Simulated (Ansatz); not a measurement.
# Phonon calculation, with input and output: HfO2

System: HfO2 (6 atoms in the cell).
Method: DFT PBE, scalar-relativistic, plane waves, PAW (Ansatz 0.2.0).

The structure was made by a generator, so it may or may not be a known phase. The run did not end well. Figures and captions count atoms from 1; the log counts them from 0 in places.

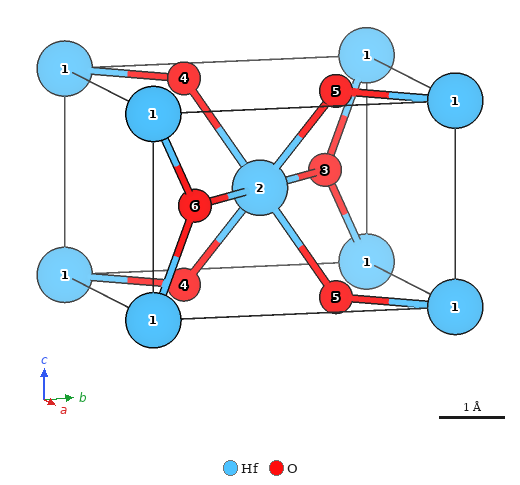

Fig. 1: The structure as given in the input (ball-and-stick view of the cell of the calculation, seen slightly off an axis; atoms are numbered from 1 in the order of the input). An atom can appear more than once, as a periodic image. Near neighbours in the periodic cell (some may lie outside the picture): Hf has 6 O at 2.10 to 2.11 Å; O has 3 Hf at 2.10 to 2.11 Å.

The input
```yaml
crystal:
  lattice:
    - [4.8807051869, 0.0, 0.0]
    - [0.0, 4.8807051869, 0.0]
    - [0.0, 0.0, 3.2374960409]
  atoms:
    - { symbol: Hf, position: [0.0, 0.0, 0.0] }
    - { symbol: Hf, position: [0.5, 0.5, 0.5] }
    - { symbol: O, position: [0.19481888, 0.80518112, 0.5] }
    - { symbol: O, position: [0.30518112, 0.30518112, 0.0] }
    - { symbol: O, position: [0.69481888, 0.69481888, 0.0] }
    - { symbol: O, position: [0.80518112, 0.19481888, 0.5] }
basis:
  ecutwfc: 420
kpoints:
  mp_grid: { grid: [6, 6, 8] }
hamiltonian:
  xc: pbe
scf:
  occupations: { method: fixed }
output:
  eigenvalues: true
phonons:
  method: dfpt
  dielectric: true
  rigid_motions: translations
  eigenvectors: true
  qmesh: [2, 2, 2]
  temperatures: { t_max: 1000, t_step: 100 }
  qpath:
    path:
      - [[0.0, 0.0, 0.0], [0.0, 0.5, 0.0], [0.5, 0.5, 0.0], [0.0, 0.0, 0.0], [0.0, 0.0, 0.5], [0.0, 0.5, 0.5], [0.5, 0.5, 0.5], [0.0, 0.0, 0.5]]
      - [[0.0, 0.5, 0.0], [0.0, 0.5, 0.5]]
      - [[0.5, 0.5, 0.0], [0.5, 0.5, 0.5]]
    npoints: 8
```

Launch command:
```bash
ansatz run input.yaml --threads 1 --pin off --max-ram 2560MiB --backend cpu --events-out ev --progress --plain --runs-dir out
```

What the program printed
```
Warning: phonons: the dynamical matrix that this run interpolates holds no multipole term above the dipole-dipole one, and a site of this crystal is no centre of inversion, so its interpolated transverse optical and acoustic branches and sound speeds can stay off near Gamma, and the density of states and the thermodynamics with them. What a run solves at a wave vector of phonons.qpoints, Gamma apart, where the deck admits one, is free of this, and under fd what a larger phonons.supercell samples
Engine: ansatz 0.2.0, x86_64-unknown-linux-gnu
Pseudopotentials: kind: paw
Pseudopotential: Hf, paw, valence charge 26, recommended cutoff 420 eV (normal), Hf.paw.azcp
Pseudopotential: O, paw, valence charge 6, recommended cutoff 420 eV (normal), O.paw.azcp
Functional definition: PBE
  parameter kappa = 0.804
  parameter beta = 0.06672455060314922
  exchange = pbe_x(kappa = kappa, mu = beta*pi^2/3)
  correlation = pbe_c(beta = beta)
Crystal: 6 atoms, lattice volume = 77.121 Å³
Basis set: ecut = 420 eV, 1503 PW (Γ), exchange–correlation on 72×72×48 points (8 copies of the dense FFT grid, shifted against one another)
Bands: 46, of which v1, the nominal top of the filled ones, is band 38 counted from 1 (37 counted from 0)
Symmetry: 16 space group operations
k-points: 148 of 288 (irreducible under 1 space group operation, time reversal used)
Non-local potential: Hf, projectors of the file, l = 0: 3, l = 1: 2, l = 2: 2, l = 3: 3
Non-local potential: O, projectors of the file, l = 0: 2, l = 1: 2, l = 2: 1
PAW form: soft (Blöchl's): semilocal exchange-correlation on the pseudo side does not see the compensation charge
PAW one-centre angular grid: Hf, 590 points (default); XC on 64 Gauss nodes
PAW one-centre angular grid: O, 110 points (default); XC on 64 Gauss nodes
Initial density: superposition of atomic densities (neutral atoms: chi_scale 0, normalization atom), corrected by the library's trained network
Initial wavefunctions: pseudopotential atomic-orbital guess
Functional: x = pbe(κ = 0.804, μ = 0.2195149727645171), c = pbe(β = 0.06672455060314922)
SCF iter   1: F=—  HF=-33723.205934 eV  |F-HF|=—  |Δ(HF+E_count)|=         —  Δρ=2.96e-3  dr2=5.64e-3  ethr=1.77e-3  ⟨swp⟩=3.4  Hψ=19259  notcnv=0  defer=522
preconditioner: auto → Resta (q_TF=auto, 2.722 Å⁻¹)  ε∞=5.0  [insulator: Δε(μ)=3.931 eV  Ē_g=17.865 eV  n_scr=30 (ndim 8)  ℏωp=35.9 eV  f_vac=0.094  ε∞_Penn≈5.0]
SCF iter   2: F=—  HF=-33723.206182 eV  |F-HF|=—  |Δ(HF+E_count)|=   2.49e-4  Δρ=1.50e-3  dr2=1.26e-3  ethr=7.42e-6  ⟨swp⟩=2.0  Hψ=12729  notcnv=0  defer=888
SCF iter   3: F=—  HF=-33723.206329 eV  |F-HF|=—  |Δ(HF+E_count)|=   1.46e-4  Δρ=6.53e-4  dr2=3.40e-4  ethr=1.65e-6  ⟨swp⟩=2.0  Hψ=8634  notcnv=0  defer=866
SCF iter   4: F=—  HF=-33723.206380 eV  |F-HF|=—  |Δ(HF+E_count)|=   5.10e-5  Δρ=1.45e-4  dr2=1.28e-5  ethr=4.47e-7  ⟨swp⟩=2.0  Hψ=11823  notcnv=0  defer=611
SCF iter   5: F=—  HF=-33723.206379 eV  |F-HF|=—  |Δ(HF+E_count)|=   5.71e-7  Δρ=7.75e-5  dr2=3.27e-6  ethr=1.69e-8  ⟨swp⟩=2.0  Hψ=11559  notcnv=0  defer=247
SCF iter   6: F=—  HF=-33723.206380 eV  |F-HF|=—  |Δ(HF+E_count)|=   4.26e-7  Δρ=3.16e-5  dr2=6.94e-7  ethr=4.31e-9  ⟨swp⟩=2.3  Hψ=10912  notcnv=0  defer=245
SCF iter   7: F=—  HF=-33723.206380 eV  |F-HF|=—  |Δ(HF+E_count)|=   4.28e-7  Δρ=7.18e-6  dr2=4.55e-8  ethr=9.14e-10  ⟨swp⟩=2.3  Hψ=11245  notcnv=0  defer=245
SCF iter   8: F=—  HF=-33723.206380 eV  |F-HF|=—  |Δ(HF+E_count)|=   2.59e-8  Δρ=1.18e-6  dr2=1.91e-9  ethr=5.98e-11  ⟨swp⟩=2.0  Hψ=11413  notcnv=0  defer=245
SCF iter   9: F=-33723.206380 eV  HF=-33723.206380 eV  |F-HF|=1.46e-11  |Δ(HF+E_count)|=   1.05e-9  Δρ=2.43e-7  dr2=4.84e-11  ethr=1.00e-12  ⟨swp⟩=12.0  Hψ=44666  notcnv=0
SCF 1 converged in 9 iterations: F = -33723.206380 eV  dr2 = 4.84e-11
  greatest PAW one-centre occupation: 0.999 electrons in one spin orbital (limit 2), on the Hf atom at site 1 (counted from 0), in its partial waves of l = 0
DFPT response loops at Γ: preconditioner auto → none (the input reference at scf.mixing.eps_inf says where Resta's filter doesn't serve); β = 0.50; Broyden in place of MSR1
the response loops of the zone centre start from zero, take more passes and end by a threshold: the memory limit or budget leaves too little room for the subspace of the ground state's own states beside the solves, or none could be made (phonons.method)
── the response to a field inside a basis, on 6×6×8 k-points: an SCF that follows is theirs, and a resumed run solves both again ──
Bands: 39, of which v1, the nominal top of the filled ones, is band 38 counted from 1 (37 counted from 0)
k-points: 24 of 288
Initial density: handed on by an earlier stage of this run
Initial wavefunctions: pseudopotential atomic-orbital guess (no wavefunctions were taken with the density)
Eigensolver: Dense (24 Hₖ)
SCF iter   1: F=—  HF=-33723.144186 eV  |F-HF|=—  |Δ(HF+E_count)|=         —  Δρ=4.55e-4  dr2=2.98e-5  ethr=1.00e-1
preconditioner: auto → Resta (q_TF=auto, 2.722 Å⁻¹)  ε∞=6.0  [insulator: Δε(μ)=4.136 eV  Ē_g=16.122 eV  n_scr=30 (ndim 8)  ℏωp=35.9 eV  f_vac=0.097  ε∞_Penn≈6.0]
SCF iter   2: F=—  HF=-33723.144195 eV  |F-HF|=—  |Δ(HF+E_count)|=   8.92e-6  Δρ=2.21e-4  dr2=1.35e-5  ethr=3.92e-8
SCF iter   3: F=—  HF=-33723.144199 eV  |F-HF|=—  |Δ(HF+E_count)|=   4.75e-6  Δρ=1.22e-4  dr2=2.67e-6  ethr=1.77e-8
SCF iter   4: F=—  HF=-33723.144202 eV  |F-HF|=—  |Δ(HF+E_count)|=   2.65e-6  Δρ=2.56e-5  dr2=1.32e-7  ethr=3.51e-9
SCF iter   5: F=-33723.144202 eV  HF=-33723.144202 eV  |F-HF|=9.09e-9  |Δ(HF+E_count)|=   8.48e-8  Δρ=5.35e-6  dr2=1.77e-8  ethr=1.73e-10
SCF 1 converged in 5 iterations: F = -33723.144202 eV  dr2 = 1.77e-8
DFPT response loops at Γ: mixed as the last ones told, above
NSCF: frozen V_eff on 50 k-points
NSCF: frozen V_eff on 200 k-points
DFPT response loops at q = (0, 0, -0.5) (fractional): preconditioner auto → Resta (q_TF=auto, 2.722 Å⁻¹)  ε∞=3.9 (no band partly filled); β = 1.00, the filter's whole step (`scf.mixing.beta` (0.50) is not read by the response loops at its default; to damp them type it under 1.00, their step now; it binds the ground state too); Broyden in place of MSR1
NSCF: frozen V_eff on 200 k-points
DFPT response loops at q = (0, -0.5, 0) (fractional): mixed as the last ones told, above
NSCF: frozen V_eff on 200 k-points
DFPT response loops at q = (0, -0.5, -0.5) (fractional): mixed as the last ones told, above
NSCF: frozen V_eff on 200 k-points
DFPT response loops at q = (-0.5, -0.5, 0) (fractional): mixed as the last ones told, above
NSCF: frozen V_eff on 200 k-points
DFPT response loops at q = (-0.5, -0.5, -0.5) (fractional): preconditioner auto → none (the input reference at scf.mixing.eps_inf says where Resta's filter doesn't serve); β = 0.50; Broyden in place of MSR1
```

What the run reported

| quantity | value |
| --- | --- |
| outcome | stopped at the time limit |
| space group (tolerance 0.01 Å) | P4₂/mnm (136) |
| hardware | 1 thread of Intel Xeon @ 2.50GHz (Skylake/Cascade Lake), 189 GiB of memory available, shared host |
| wall time | 46 min |
| peak memory | 2 GiB |

The run was cut off by its time limit, so the output is incomplete.
